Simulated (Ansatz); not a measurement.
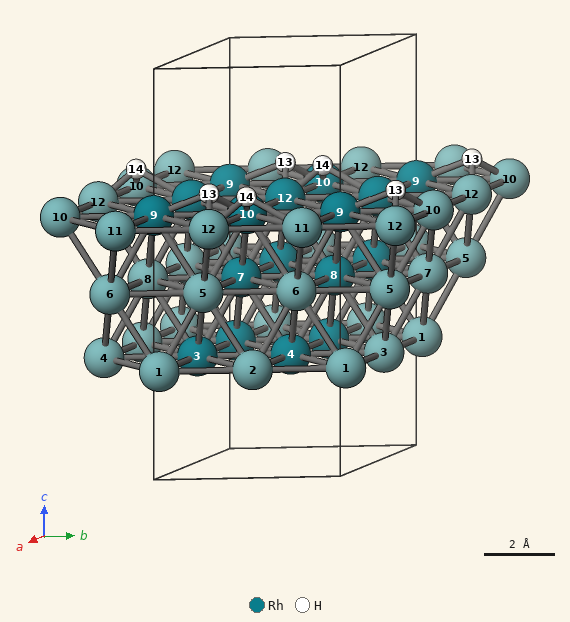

**Figure 1.** The structure as given in the input (ball-and-stick view of the cell of the calculation, with the vacuum cut short, seen slightly off an axis; neighbours outside the cell are drawn fainter; atoms are numbered from 1 in the order of the input). An atom can appear more than once, as a periodic image.

## Run report: Rh6H, single-point calculation (part 1 of 2)

- system: Rh6H (slab, 14 atoms in the cell)
- method: DFT PBE, scalar-relativistic, plane waves, PAW, PAW set soft_1, no spin polarisation (Ansatz 0.2.0)

The structure derives from an entry of the Crystallography Open Database. Figures and captions count atoms from 1; the log counts them from 0 in places.

## Input file
```yaml
crystal:
  lattice:
    - [5.4165863251, 0.0, 0.0]
    - [-2.7082931626, 4.6909013593, 0.0]
    - [0.0, 0.0, 22.296611923]
  atoms:
    - { symbol: Rh, position: [0.3333333333, 0.1666666667, 0.1793994538] }
    - { symbol: Rh, position: [0.3333333333, 0.6666666667, 0.1793994538] }
    - { symbol: Rh, position: [0.8333333333, 0.1666666667, 0.1793994538] }
    - { symbol: Rh, position: [0.8333333333, 0.6666666667, 0.1793994538] }
    - { symbol: Rh, position: [0.1666666667, 0.3333333333, 0.2757769167] }
    - { symbol: Rh, position: [0.1666666667, 0.8333333333, 0.2757769167] }
    - { symbol: Rh, position: [0.6666666667, 0.3333333333, 0.2757769167] }
    - { symbol: Rh, position: [0.6666666667, 0.8333333333, 0.2757769167] }
    - { symbol: Rh, position: [0.0, 0.0, 0.3721019118] }
    - { symbol: Rh, position: [0.0, 0.5, 0.3721019118] }
    - { symbol: Rh, position: [0.5, 0.0, 0.3721019118] }
    - { symbol: Rh, position: [0.5, 0.5, 0.3721019118] }
    - { symbol: H, position: [0.1870590048, 0.3741180096, 0.4066363066] }
    - { symbol: H, position: [0.3129409952, 0.6258819904, 0.4066363066] }
basis:
  ecutwfc: 420
kpoints:
  mp_grid: { grid: [6, 6, 1] }
hamiltonian:
  xc: pbe
  pseudopotentials: { kind: paw, azcp: { folder: soft_1 } }
scf:
  occupations: { method: gaussian, width: 0.1 }
output:
  forces: true
  eigenvalues: true
  write_density: true
  write_potential: true
  elf: true
  volumetric_format: npy
efield:
  axis: 3
  dipole_correction: true
  ramp_width: 0.04
```

Machine: 4 threads of Arm Neoverse N1, 98 GiB of memory available, shared host.

Launched with:
```bash
ansatz run input.yaml --threads 4 --pin off --max-ram 12288MiB --backend cpu --events-out ev --progress --plain --runs-dir out
```

## What the program printed
```
Engine: ansatz 0.2.0, aarch64-unknown-linux-gnu
Pseudopotentials: kind: paw
Pseudopotential: Rh, paw, valence charge 17, recommended cutoff 420 eV (normal), [file]
Pseudopotential: H, paw, valence charge 1, recommended cutoff 420 eV (normal), [file]
Functional definition: PBE
  parameter kappa = 0.804
  parameter beta = 0.06672455060314922
  exchange = pbe_x(kappa = kappa, mu = beta*pi^2/3)
  correlation = pbe_c(beta = beta)
Crystal: 14 atoms, lattice volume = 566.527 Å³
Basis set: ecut = 420 eV, 11049 PW (Γ), exchange–correlation on 80×80×300 points (8 copies of the dense FFT grid, shifted against one another)
Bands: 124, of which v1, the nominal top of the filled ones, is band 103 counted from 1 (102 counted from 0)
Symmetry: 2 space group operations
Space group: Cm (ITA 8), of the structure as read, at distance tolerance 8.3e-5 Å
k-points: 13 of 36 (time reversal used)
Non-local potential: Rh, projectors of the file, l = 0: 3, l = 1: 2, l = 2: 2, l = 3: 1
Non-local potential: H, projectors of the file, l = 0: 2, l = 1: 1
PAW form: soft (Blöchl's): semilocal exchange-correlation on the pseudo side does not see the compensation charge
PAW one-centre angular grid: Rh, 590 points (default); XC on 64 Gauss nodes
PAW one-centre angular grid: H, 110 points (default); XC on 64 Gauss nodes
Initial density: superposition of atomic densities (neutral atoms: chi_scale 0, normalization atom)
Initial wavefunctions: pseudopotential atomic-orbital guess
Functional: x = pbe(κ = 0.804, μ = 0.2195149727645171), c = pbe(β = 0.06672455060314922)
SCF iter   1: F=—  HF=-76866.085328 eV  |F-HF|=—  |Δ(HF+E_count)|=         —  Δρ=5.70e-2  dr2=2.30e1  ethr=3.10e-3  p=-0.000 e·Å  D=-3.32e-6 V/Å  ΔV_dip=0.00 eV  dr2_dipole=1.29e0  V_vac-E_F(+/−)=5.74/5.74 eV  ⟨swp⟩=8.5  Hψ=7330  notcnv=0  defer=12
efield: sawtooth ramp at fractional position 0.7730 (placed from the atoms, in the widest stretch of the axis that holds none; the zero of the levels goes with the place), width 0.0400; the density the first Hamiltonian is built on has a dipole p = -0.000 e·Å; the dipole correction subtracts the counter field D = -3.32e-6 V/Å, which shifts the + side's vacuum level by +0.00 eV against the − side's; the planar-averaged density in the ramp window peaks in size at 2.7e-5 e/Å³
preconditioner: auto → LDOS  [metal: Δε(μ)=0.020 eV  Ē_g=5.721 eV  σ=0.100 eV  W_gap=0.11  n_scr=94 (ndim 8)  ℏωp=16.4 eV  f_vac=0.633  D(μ)=17.93/eV (n_scr^D=136)  β→1.0]
SCF iter   2: F=—  HF=-76869.646182 eV  |F-HF|=—  |Δ(HF+E_count)|=    3.56e0  Δρ=6.89e-2  dr2=3.22e1  ethr=3.10e-3  p=-0.018 e·Å  D=-5.72e-3 V/Å  ΔV_dip=0.13 eV  dr2_dipole=3.34e-1  V_vac-E_F(+/−)=5.17/5.04 eV  ⟨swp⟩=3.5  Hψ=4241  notcnv=0  defer=119
SCF iter   3: F=—  HF=-76860.706362 eV  |F-HF|=—  |Δ(HF+E_count)|=    8.94e0  Δρ=1.27e-2  dr2=8.91e-1  ethr=3.10e-3  p=0.000 e·Å  D=1.48e-4 V/Å  ΔV_dip=-0.00 eV  dr2_dipole=5.37e-4  V_vac-E_F(+/−)=5.26/5.26 eV  ⟨swp⟩=2.6  Hψ=3432  notcnv=0  defer=117
SCF iter   4: F=—  HF=-76860.446790 eV  |F-HF|=—  |Δ(HF+E_count)|=   2.60e-1  Δρ=2.26e-3  dr2=5.35e-2  ethr=4.32e-4  p=0.008 e·Å  D=2.47e-3 V/Å  ΔV_dip=-0.06 eV  dr2_dipole=1.86e-3  V_vac-E_F(+/−)=5.04/5.10 eV  ⟨swp⟩=3.3  Hψ=4018  notcnv=0  defer=106
SCF iter   5: F=—  HF=-76860.442801 eV  |F-HF|=—  |Δ(HF+E_count)|=   3.99e-3  Δρ=7.78e-4  dr2=5.91e-3  ethr=2.60e-5  p=0.009 e·Å  D=2.89e-3 V/Å  ΔV_dip=-0.06 eV  dr2_dipole=4.04e-4  V_vac-E_F(+/−)=5.03/5.09 eV  ⟨swp⟩=2.2  Hψ=2311  notcnv=0  defer=106
SCF iter   6: F=—  HF=-76860.443427 eV  |F-HF|=—  |Δ(HF+E_count)|=   6.26e-4  Δρ=3.00e-4  dr2=1.04e-3  ethr=2.87e-6  p=0.010 e·Å  D=3.18e-3 V/Å  ΔV_dip=-0.07 eV  dr2_dipole=8.74e-5  V_vac-E_F(+/−)=4.98/5.05 eV  ⟨swp⟩=3.2  Hψ=2980  notcnv=0  defer=106
SCF iter   7: F=—  HF=-76860.443445 eV  |F-HF|=—  |Δ(HF+E_count)|=   1.73e-5  Δρ=1.44e-4  dr2=1.33e-4  ethr=5.04e-7  p=0.010 e·Å  D=3.19e-3 V/Å  ΔV_dip=-0.07 eV  dr2_dipole=6.30e-6  V_vac-E_F(+/−)=4.97/5.04 eV  ⟨swp⟩=2.0  Hψ=2211  notcnv=0  defer=106
SCF iter   8: F=—  HF=-76860.443467 eV  |F-HF|=—  |Δ(HF+E_count)|=   2.22e-5  Δρ=3.71e-5  dr2=9.18e-6  ethr=6.48e-8  p=0.010 e·Å  D=3.16e-3 V/Å  ΔV_dip=-0.07 eV  dr2_dipole=1.50e-7  V_vac-E_F(+/−)=4.97/5.04 eV  ⟨swp⟩=2.8  Hψ=2865  notcnv=0  defer=106
SCF iter   9: F=—  HF=-76860.443955 eV  |F-HF|=—  |Δ(HF+E_count)|=   4.88e-4  Δρ=1.54e-5  dr2=1.93e-6  ethr=4.46e-9  p=0.010 e·Å  D=3.12e-3 V/Å  ΔV_dip=-0.07 eV  dr2_dipole=3.10e-9  V_vac-E_F(+/−)=4.98/5.05 eV  ⟨swp⟩=2.2  Hψ=2442  notcnv=0  defer=106
SCF iter  10: F=—  HF=-76860.443957 eV  |F-HF|=—  |Δ(HF+E_count)|=   2.04e-6  Δρ=5.98e-6  dr2=5.31e-7  ethr=9.36e-10  p=0.010 e·Å  D=3.11e-3 V/Å  ΔV_dip=-0.07 eV  dr2_dipole=1.67e-8  V_vac-E_F(+/−)=4.98/5.05 eV  ⟨swp⟩=2.0  Hψ=2217  notcnv=0  defer=106
SCF iter  11: F=-76860.443957 eV  HF=-76860.443957 eV  |F-HF|=9.67e-8  |Δ(HF+E_count)|=   1.73e-7  Δρ=2.86e-6  dr2=8.63e-8  ethr=4.85e-11  p=0.010 e·Å  D=3.10e-3 V/Å  ΔV_dip=-0.07 eV  dr2_dipole=1.18e-10  V_vac-E_F(+/−)=4.98/5.05 eV  ⟨swp⟩=19.5  Hψ=14685  notcnv=0
SCF 1 converged in 11 iterations: F = -76860.443957 eV  dr2 = 8.63e-8
  greatest PAW one-centre occupation: 1.000 electrons in one spin orbital (limit 2), on the Rh atom at site 4 (counted from 0), in its partial waves of l = 0
```

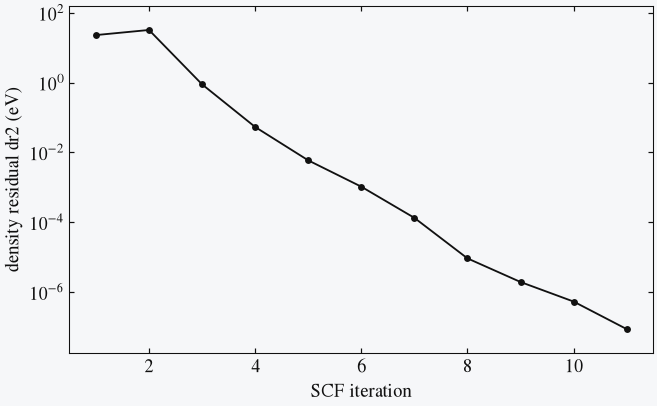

**Figure 2.** Convergence of the self-consistent field: density residual dr2 against the SCF iteration. The residual falls almost steadily, with no more than small rises.

```
WARN: The input density's exchange-correlation potential varies sharply where the density is thin. Do not read a vacuum level from v_tot or v_xc, or from such a field of the output density. On a cell that repeats whose density bears no net charge and no dipole along the vacuum's axis use v_es (v_loc + v_h of the components); under efield.dipole_correction with no amplitude use v_es + v_field, which holds any external_charges[].barrier, or the levels of the report's work_function block, which leave it out; under a non-zero efield.amplitude the vacuum is tilted and has no level; on a cell that repeats and bears such a dipole with no correction it is tilted too, and efield.dipole_correction with no amplitude gives each side of its ramp a level where efield: is served; in a cell that repeats whose density bears a net charge (total_charge, or a fill off its count) it is curved and has none; of a slab under crystal.periodic whose density bears no net charge use v_es, which has a level on each side, short of where the two are joined; of another it falls or rises all the way out and has none; of a slab beside external_charges read slab_vacuum_level instead, which it has where they leave it neutral. The grid or the basis barely resolves most such structure, and the values can differ between equally converged runs; as a rule a tighter scf.convergence.dr2_threshold does not remove it. Where the density itself ripples (under the LDA too) a higher basis.ecutwfc lessens it. The files hold the spikes' plane waves up to the density's cutoff. Files: v_tot and the like, and their columns of v_z.tsv (output.write_potential); v_xc and the like, and their columns of v_comp_z.tsv (output.write_potential_components); where files of the output density stand in their place, no point of their own thin density is over the threshold below, and this is of outcome.potential() and, of a run that writes arrays (npy), the arrays of these names. Measured: with its Gaussian average of σ = 0.25 Å subtracted twice, the exchange-correlation potential is over 0.1 eV at 513 of the grid points where the equally averaged density (valence and model cores) is under 1e-3 e/Å³, and 0.185 eV at the most among them, at an averaged density of 2.2e-6 e/Å³. See output.write_potential in the manual, Limitations
SCF converged after 11 iterations
Free energy (F): -76860.443957 eV
Harris-Foulkes:  -76860.443957 eV  (|F-HF|=9.67e-8)
Internal energy: -76860.343542 eV  (E = F + TS)
E sigma→0 (E₀):  -76860.393750 eV
Entropy (-TS):   -0.100415 eV (-7.173 meV/atom)
Fermi energy:    3.085280 eV
Dipole field:    D = 0.003087 V/Å  (p = 0.009666 e·Å, saw-weighted, corrected)
Work function:   Φ+ = 4.9760 eV   Φ− = 5.0449 eV
Levels:          The Fermi level and band energies are counted from a zero that moves with the ramp; work functions are not
--- Per-component energies (eV) ---
  E_band       = -4925.654612
  E_kinetic    = 6470.040691
  E_local      = -308456.250493  (includes V_loc(G=0)·N_el)
  E_nonlocal   = 3589.949739
  E_hartree    = 149997.643430
  E_xc         = -2431.947564
  E_vxc        = -3051.421320  (∫ρ·V_xc dr)
  E_paw        = -43244.575607  (= ΣΔE_a)
  E_vpaw       = -3473.474578  (= ΣTr[D̂ρ^β])
  E_aug_tail   = -0.000591  (compensation charges beyond the density's cutoff)
  E_efield     = 0.000015  (sawtooth field / dipole correction)
  E_vefield    = 0.226754  (∫n·V_field dr)
  E_ewald      = 117214.796838
  E_smearing   = -0.100415  (= −TS)
  E_closure    = -0.000000  (closes the sum)
  Σ components = -76860.443957   (vs F -76860.443957, Δ=0.00e0)
--- Forces (eV/Å), atoms counted from 1 ---
  atom   1  Rh    -0.08738972    -0.00479942    -0.05602288
  atom   2  Rh     0.00000000    -0.03413139    -0.03735991
  atom   3  Rh     0.08738972    -0.00479942    -0.05602288
  atom   4  Rh    -0.00000000     0.03898305     0.02057843
  atom   5  Rh     0.00000000    -0.10522702    -0.55422339
  atom   6  Rh    -0.02435706     0.07944524    -0.27668012
  atom   7  Rh     0.00000000    -0.07064745    -0.25232612
  atom   8  Rh     0.02435706     0.07944524    -0.27668012
  atom   9  Rh     0.00000000    -0.56420530     0.05142565
  atom  10  Rh    -2.31902920    -0.00419386    -0.46903194
  atom  11  Rh    -0.00000000     0.56623255    -0.07074042
  atom  12  Rh     2.31902920    -0.00419386    -0.46903194
  atom  13  H      0.00000000    -1.76809912     1.17418910
  atom  14  H     -0.00000000     1.79618542     1.27190509
  max |Σ_I F_I| component: 2.15e-5 eV/Å
--- Band table (eV; the first three rows and the last of 13) ---
```
